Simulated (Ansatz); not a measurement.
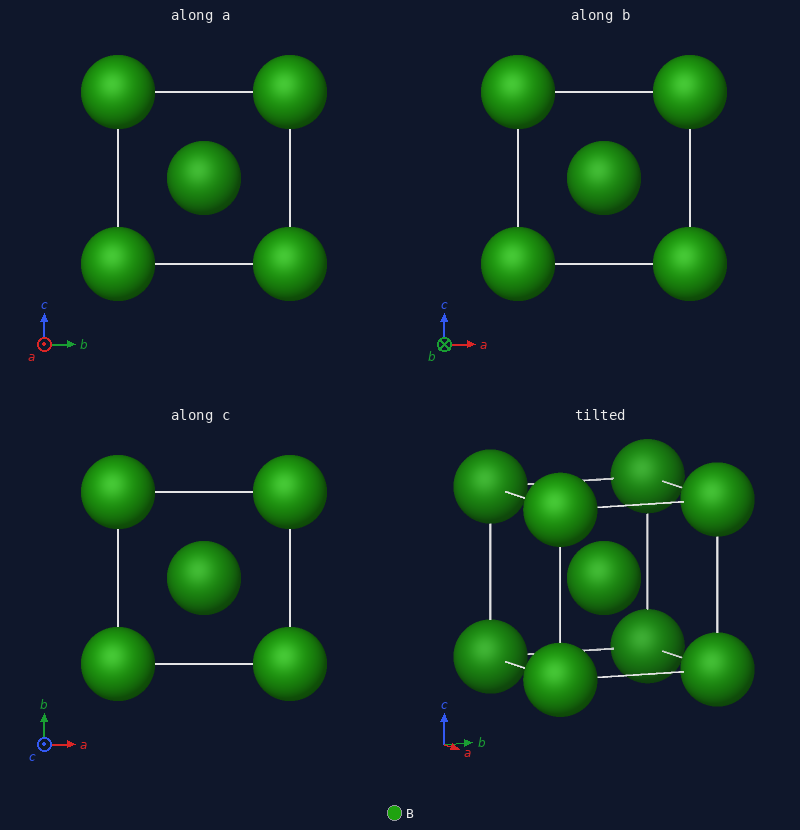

The crystal in a spheres-only representation, seen along the a axis, along the b axis, along the c axis and slightly off an axis. The wireframe shows the conventional unit cell.

Lattice parameters: a = 2.368 Å, b = 2.368 Å, c = 2.368 Å, α = 90.00°, β = 90.00°, γ = 90.00°.

Transcribe the picture into a table of Wyckoff sites.

Answer. Space group Im-3m (No. 229).
| atom | site | x | y | z |
| --- | --- | --- | --- | --- |
| B | 2a | 0.0000 | 0.0000 | 0.0000 |

The cell started as a structure type filled with this element by a generator (whether the element takes this form wasn't checked). Earlier steps of the study may have refined or changed the cell and positions. It went into a calculation with Ansatz.

At this level of theory the cell isn't at rest (stretched, at -14 GPa), so its distances can differ from those at equilibrium, the more so the softer the solid.
